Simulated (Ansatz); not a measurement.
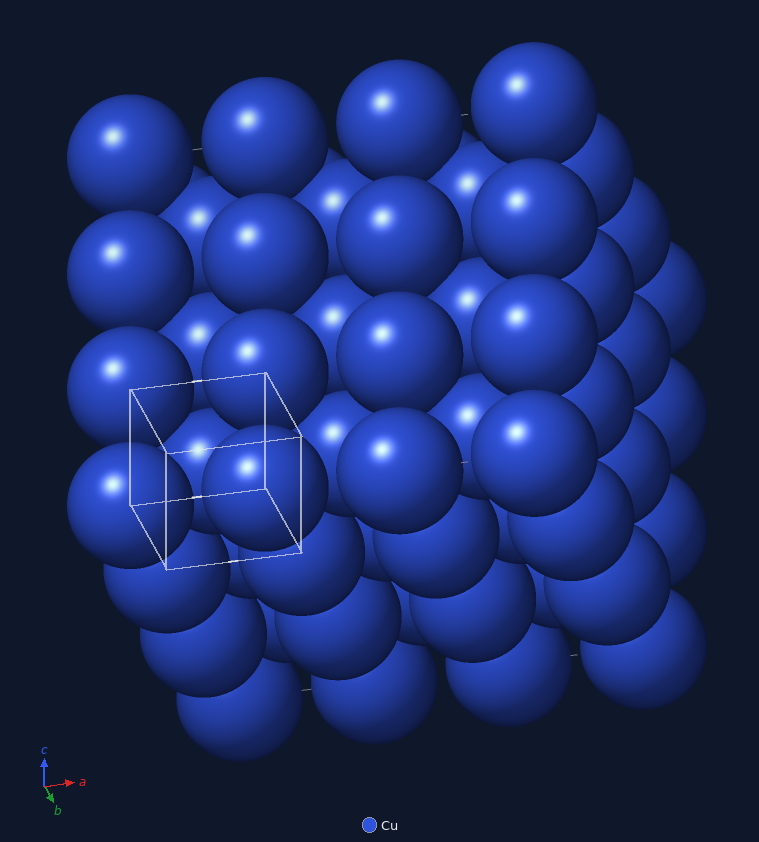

View from a general direction, drawn as a space-filling model. The structure is repeated 3×3×3 times; solid lines mark one conventional unit cell.

The element is copper. It takes space group I4/mmm (No. 139) on a body-centred tetragonal lattice. The cell holds two atoms.

The initial geometry was a structure listed in the Materials Project. Earlier steps of the study, as a rule a relaxation of our own, may have changed the cell and positions, so they can lie some per cent off the listed ones. It was run through Ansatz as a DFT input.
